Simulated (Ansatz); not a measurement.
# Ga$_{32}$N$_{32}$: geometry relaxation (part 2 of 2)

The same run, continued: Ga$_{32}$N$_{32}$ (F-43m, 64 atoms in the cell); DFT, PBEsol, PAW, plane waves (Ansatz 0.2.0); cutoff 420 eV, 1×1×1 k-mesh, Fermi–Dirac smearing of 0.01 eV. The structure was built on a prototype by a generator.

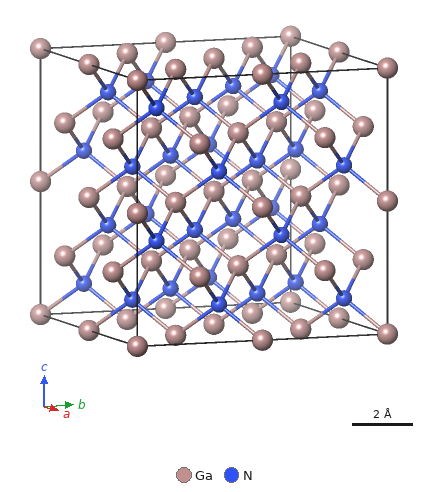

Fig. 1: The input geometry (ball-and-stick view of the cell of the calculation, seen slightly off an axis).

Output, continued:
```
--- Forces (eV/Å), atoms counted from 1 ---
  atom   1  Ga     0.00000000     0.00000000    -0.00000000
  atom   2  Ga    -0.00000000     0.00000000     0.00000000
  atom   3  Ga    -0.00000000     0.00000000    -0.00000000
  atom   4  Ga     0.00000000    -0.00000000     0.00000000
  atom   5  Ga    -0.00000000    -0.00000000    -0.00000000
  atom   6  Ga     0.00000000    -0.00000000    -0.00000000
  atom   7  Ga     0.00000000    -0.00000000    -0.00000000
  atom   8  Ga     0.00000000    -0.00000000     0.00000000
  atom   9  Ga    -0.00000000    -0.00000000    -0.00000000
  atom  10  Ga    -0.00000000     0.00000000    -0.00000000
  atom  11  Ga    -0.00000000     0.00000000    -0.00000000
  atom  12  Ga    -0.00000000     0.00000000    -0.00000000
  atom  13  Ga     0.00000000     0.00000000     0.00000000
  atom  14  Ga     0.00000000     0.00000000    -0.00000000
  atom  15  Ga     0.00000000     0.00000000    -0.00000000
  atom  16  Ga     0.00000000     0.00000000     0.00000000
  atom  17  Ga    -0.00000000    -0.00000000    -0.00000000
  atom  18  Ga    -0.00000000    -0.00000000    -0.00000000
  atom  19  Ga    -0.00000000    -0.00000000     0.00000000
  atom  20  Ga    -0.00000000     0.00000000    -0.00000000
  atom  21  Ga     0.00000000    -0.00000000     0.00000000
  atom  22  Ga     0.00000000     0.00000000    -0.00000000
  atom  23  Ga     0.00000000    -0.00000000    -0.00000000
  atom  24  Ga     0.00000000     0.00000000     0.00000000
  atom  25  Ga     0.00000000     0.00000000    -0.00000000
  atom  26  Ga     0.00000000    -0.00000000    -0.00000000
  atom  27  Ga    -0.00000000     0.00000000    -0.00000000
  atom  28  Ga    -0.00000000    -0.00000000     0.00000000
  atom  29  Ga     0.00000000     0.00000000     0.00000000
  atom  30  Ga     0.00000000    -0.00000000    -0.00000000
  atom  31  Ga     0.00000000     0.00000000    -0.00000000
  atom  32  Ga     0.00000000     0.00000000    -0.00000000
  atom  33  N     -0.00000000     0.00000000    -0.00000000
  atom  34  N     -0.00000000     0.00000000    -0.00000000
  atom  35  N     -0.00000000     0.00000000    -0.00000000
  atom  36  N     -0.00000000     0.00000000    -0.00000000
  atom  37  N      0.00000000     0.00000000    -0.00000000
  atom  38  N     -0.00000000     0.00000000    -0.00000000
  atom  39  N      0.00000000     0.00000000     0.00000000
  atom  40  N     -0.00000000     0.00000000    -0.00000000
  atom  41  N     -0.00000000     0.00000000    -0.00000000
  atom  42  N      0.00000000     0.00000000     0.00000000
  atom  43  N     -0.00000000     0.00000000     0.00000000
  atom  44  N      0.00000000    -0.00000000    -0.00000000
  atom  45  N     -0.00000000     0.00000000    -0.00000000
  atom  46  N      0.00000000     0.00000000     0.00000000
  atom  47  N      0.00000000     0.00000000    -0.00000000
  atom  48  N      0.00000000     0.00000000    -0.00000000
  atom  49  N     -0.00000000     0.00000000    -0.00000000
  atom  50  N     -0.00000000    -0.00000000    -0.00000000
  atom  51  N     -0.00000000     0.00000000     0.00000000
  atom  52  N     -0.00000000     0.00000000     0.00000000
  atom  53  N      0.00000000    -0.00000000    -0.00000000
  atom  54  N     -0.00000000     0.00000000    -0.00000000
  atom  55  N     -0.00000000     0.00000000    -0.00000000
  atom  56  N      0.00000000     0.00000000    -0.00000000
  atom  57  N     -0.00000000     0.00000000     0.00000000
  atom  58  N     -0.00000000     0.00000000     0.00000000
  atom  59  N     -0.00000000    -0.00000000    -0.00000000
  atom  60  N      0.00000000     0.00000000     0.00000000
  atom  61  N      0.00000000     0.00000000     0.00000000
  atom  62  N     -0.00000000     0.00000000     0.00000000
  atom  63  N      0.00000000    -0.00000000    -0.00000000
  atom  64  N      0.00000000     0.00000000     0.00000000
  max |Σ_I F_I| component: 7.68e-26 eV/Å
--- Stress (GPa, compression-positive) ---
        0.044974       0.000000      -0.000000
        0.000000       0.044974       0.000000
       -0.000000       0.000000       0.044974
  P = ⅓ Tr σ = 0.0450 GPa (0.450 kbar)
--- Band table (eV) ---
  k-point 0: bands = ["-5.7897", "-5.7897", "-5.7897", "-5.7897", "-5.7897", "-5.7897", "-5.7897", "-5.7897", "-5.3231", "-5.3231", ... 142 levels left out ..., "-3.5128", "-3.5128", "-3.5128", "-3.5128", "-3.5128", "-3.5128", "-3.5128", "-3.5128", "-3.5128", "-3.5128", "-3.5128", "-3.5128", "-3.5128", "-3.5128", "-3.5128", "-3.5128", "-2.1035", "-2.1035", "-2.1035", "-2.1035", "-2.1035", "-2.1035", "-2.1035", "-2.1035", "-2.1035", "-2.1035", "-2.1035", "-2.1035", "-2.1035",
      "-2.1035", "-2.1035", "-2.1035", "-2.1035", "-2.1035", "-2.1035", "-2.1035", "-2.1035", "-2.1035", "-2.1035", "-2.1035", "3.5950", "3.5950", "3.5950", "3.5950", "3.5950", "3.5950", "3.5950", "3.5950", "3.5950", "3.5950", "3.5950", "3.5950", "3.5950", "3.5950", "3.5950", "3.5950", "3.5950", "3.5950", "3.5950", "3.5950", "3.5950", "3.5950", "3.5950", "3.5950", "5.7272", "5.7272", "5.7272", "5.7272", "5.7272",
      "5.7272", "5.7272", "5.7272", "6.4600", "6.4600", "6.4600", "6.4600", "6.4600", "6.4600", "6.4600", "6.4600", "6.4600", "6.4600", "6.4600", "6.4600", "6.4600", "6.4600", "6.4600", "6.4600", "6.4600", "6.4600", "6.4600", "6.4600", "6.4600", "6.4600", "6.4600", "6.4600", "7.6911", "7.6911", "7.6911", "7.6911", "7.6911", "7.6911", "7.6911", "7.6911", "7.6911", "7.6911", "7.6911", "7.6911", "7.6911",
      "7.6911", "7.6911", "7.6911", "7.6911", "7.6911", "7.6911", "7.6911", "7.6911", "7.6911", "7.6911", "7.6911", "9.1106", "9.1106", "9.1106", "9.1106", "9.1106", "9.1106", "9.1106", "9.1106", "9.1106", "9.1106", "9.1106", "9.1106", "9.1106", "9.1106", "9.1106", "9.1106", "13.6521", "13.6521", "13.6521", "13.6521", "13.6521", "13.6521", "13.6521", "13.6521", "14.8934", "14.8934", "14.8934", "14.8934", "14.8934",
      "14.8934", "14.8934", "14.8934", "14.8934", "14.8934", "14.8934", "14.8934", "14.8934", "14.8934", "14.8934", "14.8934", "14.8934", "14.8934", "14.8934", "14.8934", "14.8934", "14.8934", "14.8934", "14.8934", "17.2682", "17.2682", "17.2682", "17.2682", "17.2682", "17.2682", "17.2682", "17.2682", "17.2682", "17.2682", "17.2682", "17.2682", "17.2682", "17.2682", "17.2682", "17.2682", "17.2682", "17.2682", "17.2682", "17.2682", "17.2682",
      "17.2682", "17.2682", "17.2682", "18.3211", "18.3211", "18.3211", "18.3211", "18.3211", "18.3211", "18.3211", "18.3211"]
--- Relaxed structure (2 steps of the walk, 2 accepted, 1 SCFs on fresh bases) ---
  F+E_penalty+E_count = -131928.65645511 eV   max|allowed force component| = 1.668e-26 eV/Å   (the final SCF, on the basis selected at the relaxed cell)
  cell:  # Å, volume = 728.3592 Å³
    - [8.997362359670198, -5.122150681223766e-129, -3.042711562454451e-99]
    - [-5.122150681223766e-129, 8.997362359670198, -1.1122666028902692e-99]
    - [-3.042711562454451e-99, -1.1122666028902692e-99, 8.997362359670198]
  atoms:
    - { symbol: Ga, position: [-8.852556686248563e-38, 3.343391796448481e-37, 1.2062016813274078e-37] }
    - { symbol: Ga, position: [1.6006467809083898e-38, 3.3259697906698864e-37, 0.5] }
    - { symbol: Ga, position: [-1.8957320037833614e-37, 0.5, 2.181834004928723e-37] }
    - { symbol: Ga, position: [2.07648531373628e-37, 0.5, 0.5] }
    - { symbol: Ga, position: [0.5, 2.6639335710832794e-37, -3.60227191356479e-37] }
    - { symbol: Ga, position: [0.5, 5.137858391643757e-37, 0.5] }
    - { symbol: Ga, position: [0.5, 0.5, 3.002573808404719e-38] }
    - { symbol: Ga, position: [0.5, 0.5, 0.5] }
    - { symbol: Ga, position: [0.25, 0.25, 2.7393381898437605e-37] }
    - { symbol: Ga, position: [0.25, 0.25, 0.5] }
    - { symbol: Ga, position: [0.25, 0.7499999999999999, 2.3908980742718623e-37] }
    - { symbol: Ga, position: [0.25, 0.7499999999999999, 0.5] }
    - { symbol: Ga, position: [0.7499999999999999, 0.25, 6.486974964123703e-38] }
    - { symbol: Ga, position: [0.7499999999999999, 0.25, 0.5] }
    - { symbol: Ga, position: [0.7499999999999999, 0.7499999999999999, -6.753749427608438e-38] }
    - { symbol: Ga, position: [0.7499999999999999, 0.7499999999999999, 0.5] }
    - { symbol: Ga, position: [0.25, 2.768465605754849e-37, 0.25] }
    - { symbol: Ga, position: [0.25, 2.141273397725432e-37, 0.7499999999999999] }
    - { symbol: Ga, position: [0.25, 0.5, 0.25] }
    - { symbol: Ga, position: [0.25, 0.5, 0.7499999999999999] }
    - { symbol: Ga, position: [0.7499999999999999, 2.977529675097988e-37, 0.25] }
    - { symbol: Ga, position: [0.7499999999999999, 7.820847281547376e-37, 0.7499999999999999] }
    - { symbol: Ga, position: [0.7499999999999999, 0.5, 0.25] }
    - { symbol: Ga, position: [0.7499999999999999, 0.5, 0.7499999999999999] }
    - { symbol: Ga, position: [-3.6727765932000436e-37, 0.25, 0.25] }
    - { symbol: Ga, position: [-4.899939125230007e-39, 0.25, 0.7499999999999999] }
    - { symbol: Ga, position: [4.388167705483576e-38, 0.7499999999999999, 0.25] }
    - { symbol: Ga, position: [2.3900814177509887e-37, 0.7499999999999999, 0.7499999999999999] }
    - { symbol: Ga, position: [0.5, 0.25, 0.25] }
    - { symbol: Ga, position: [0.5, 0.25, 0.7499999999999999] }
    - { symbol: Ga, position: [0.5, 0.7499999999999999, 0.25] }
    - { symbol: Ga, position: [0.5, 0.7499999999999999, 0.7499999999999999] }
    - { symbol: N, position: [0.125, 0.125, 0.125] }
    - { symbol: N, position: [0.125, 0.125, 0.625] }
    - { symbol: N, position: [0.125, 0.625, 0.125] }
    - { symbol: N, position: [0.125, 0.625, 0.625] }
    - { symbol: N, position: [0.625, 0.125, 0.125] }
    - { symbol: N, position: [0.625, 0.125, 0.625] }
    - { symbol: N, position: [0.625, 0.625, 0.125] }
    - { symbol: N, position: [0.625, 0.625, 0.625] }
    - { symbol: N, position: [0.37499999999999994, 0.37499999999999994, 0.125] }
    - { symbol: N, position: [0.37499999999999994, 0.37499999999999994, 0.625] }
    - { symbol: N, position: [0.37499999999999994, 0.875, 0.125] }
    - { symbol: N, position: [0.37499999999999994, 0.875, 0.625] }
    - { symbol: N, position: [0.875, 0.37499999999999994, 0.125] }
    - { symbol: N, position: [0.875, 0.37499999999999994, 0.625] }
    - { symbol: N, position: [0.875, 0.875, 0.125] }
    - { symbol: N, position: [0.875, 0.875, 0.625] }
    - { symbol: N, position: [0.37499999999999994, 0.125, 0.37499999999999994] }
    - { symbol: N, position: [0.37499999999999994, 0.125, 0.875] }
    - { symbol: N, position: [0.37499999999999994, 0.625, 0.37499999999999994] }
    - { symbol: N, position: [0.37499999999999994, 0.625, 0.875] }
    - { symbol: N, position: [0.875, 0.125, 0.37499999999999994] }
    - { symbol: N, position: [0.875, 0.125, 0.875] }
    - { symbol: N, position: [0.875, 0.625, 0.37499999999999994] }
    - { symbol: N, position: [0.875, 0.625, 0.875] }
    - { symbol: N, position: [0.125, 0.37499999999999994, 0.37499999999999994] }
    - { symbol: N, position: [0.125, 0.37499999999999994, 0.875] }
    - { symbol: N, position: [0.125, 0.875, 0.37499999999999994] }
    - { symbol: N, position: [0.125, 0.875, 0.875] }
    - { symbol: N, position: [0.625, 0.37499999999999994, 0.37499999999999994] }
    - { symbol: N, position: [0.625, 0.37499999999999994, 0.875] }
    - { symbol: N, position: [0.625, 0.875, 0.37499999999999994] }
    - { symbol: N, position: [0.625, 0.875, 0.875] }
--- Löwdin populations: 64 sites ---
  site symbol       q [e]
     0     Ga     12.2587
     1     Ga     12.2587
     2     Ga     12.2587
     3     Ga     12.2587
     4     Ga     12.2587
     5     Ga     12.2587
     6     Ga     12.2587
     7     Ga     12.2587
     8     Ga     12.2587
     9     Ga     12.2587
    10     Ga     12.2587
    11     Ga     12.2587
    12     Ga     12.2587
    13     Ga     12.2587
    14     Ga     12.2587
    15     Ga     12.2587
    16     Ga     12.2587
    17     Ga     12.2587
    18     Ga     12.2587
    19     Ga     12.2587
    20     Ga     12.2587
    21     Ga     12.2587
    22     Ga     12.2587
    23     Ga     12.2587
    24     Ga     12.2587
    25     Ga     12.2587
    26     Ga     12.2587
    27     Ga     12.2587
    28     Ga     12.2587
    29     Ga     12.2587
    30     Ga     12.2587
    31     Ga     12.2587
    32      N      5.7049
    33      N      5.7049
    34      N      5.7049
    35      N      5.7049
    36      N      5.7049
    37      N      5.7049
    38      N      5.7049
    39      N      5.7049
    40      N      5.7049
    41      N      5.7049
    42      N      5.7049
    43      N      5.7049
    44      N      5.7049
    45      N      5.7049
    46      N      5.7049
    47      N      5.7049
    48      N      5.7049
    49      N      5.7049
    50      N      5.7049
    51      N      5.7049
    52      N      5.7049
    53      N      5.7049
    54      N      5.7049
    55      N      5.7049
    56      N      5.7049
    57      N      5.7049
    58      N      5.7049
    59      N      5.7049
    60      N      5.7049
    61      N      5.7049
    62      N      5.7049
    63      N      5.7049
  spilling = 0.002023 (of n_electrons = 576.000000)
```

Results in brief:

| quantity | value |
| --- | --- |
| outcome | converged |
| space group (tolerance 0.01 Å) | F-43m (216) |
| electrons treated | 576 |
| free energy | −131928.6565 eV |
| Fermi energy | 11.385 eV |
| pressure | 0.04 GPa |
| largest force (length of the vector) at the end | under 0.001 eV/Å |
| final cell | a = 8.997 Å, b = 8.997 Å, c = 8.997 Å, α = 90.00°, β = 90.00°, γ = 90.00° |
| hardware | 7 CPU threads, shared host |
| wall time | 11 s (CPU time 65 s) |
| peak memory | 1.7 GiB |

Remarks:

The k-point mesh is coarse for a cell of this size, so the results may not be converged.
